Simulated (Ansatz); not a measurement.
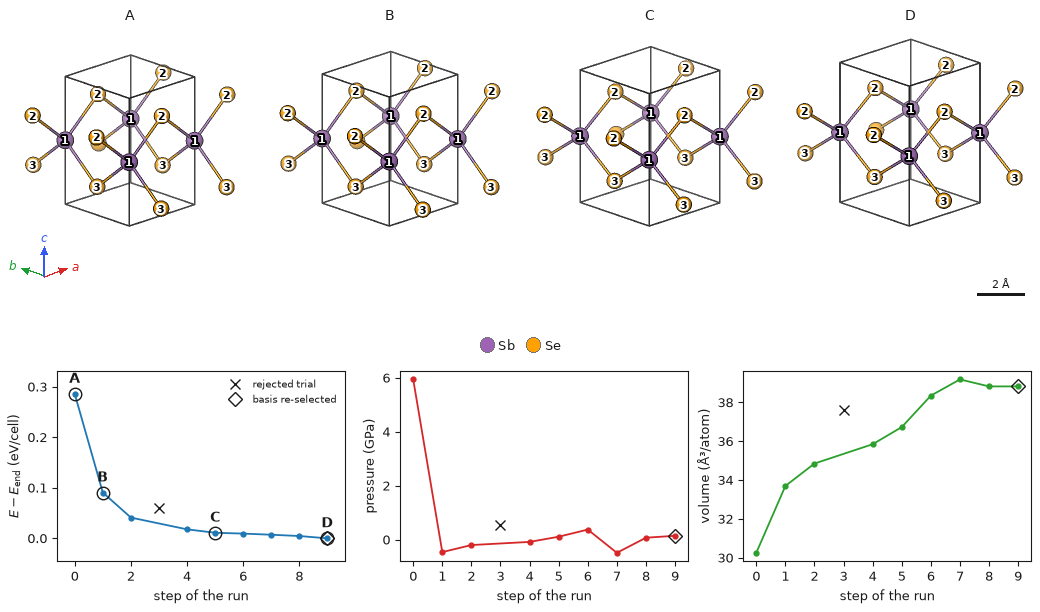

Frames of a relaxation of a crystal of SbSe₂ (a generated structure, set up in P-4m2) (coarse preliminary run), marked on the history of the run. A ball-and-stick model of the cell of the calculation, seen from a free direction.

Level of theory: DFT PBE, scalar-relativistic, plane waves, PAW in Ansatz. Settings: plane-wave cutoff 420 eV; k-point mesh 4 × 4 × 4; occupations gaussian; smearing width 0.1 eV; no spin polarisation; cell and atoms relaxed; force threshold 0.04 eV/Å; at most 70 steps.

Question: What happens along the run?

Answer: The largest moves relative to the cell, 0.28 Å, are those of Se2 and Se3. Se3 goes along +c. Sb stays in place. The drawn cell changes as follows: a = b 3.941 → 4.267 Å (+8.3 %), c 5.844 → 6.399 Å (+9.5 %); the volume changes by +28.3 %. Among the contacts that change: Sb1–Se2 2.553 → 2.607 Å. Among the angles between lasting bonds that change: Sb1–Se3–Sb1 101.0° → 109.9°, Se2–Sb1–Se2 101.0° → 109.9°, Se2–Sb1–Se3 113.8° → 109.3°. The space group stays P-4m2 (No. 115). Over 7 accepted moves (9 points after the start) the energy falls by 0.286 eV per cell of the calculation. The largest force component goes from 0.66 to 0.016 eV/Å. Pressure: 5.94 GPa at the start and 0.15 GPa at the end. The line search rejected the trial step at point 3 of the run. At 1 point the geometry stayed and the basis and grid were re-selected for the new cell (energy shift of 4.6 meV per cell of the calculation at most each time). The run took 56 s on 1 thread of Arm Neoverse V1, on a shared host, peak memory 0.36 GiB. From step 0 to 1: Se atoms move most (0.03 Å), volume +11.4 %, energy −0.195 eV per cell of the calculation. From step 1 to 5: Se atoms move most (0.21 Å), volume +9.0 %, energy −79.6 meV per cell of the calculation. From step 5 to 9: Se atoms move most (0.09 Å), volume +5.7 %, energy −11.1 meV per cell of the calculation.

Limits of the set-up: the k-point mesh is coarse for a cell with partly filled bands.
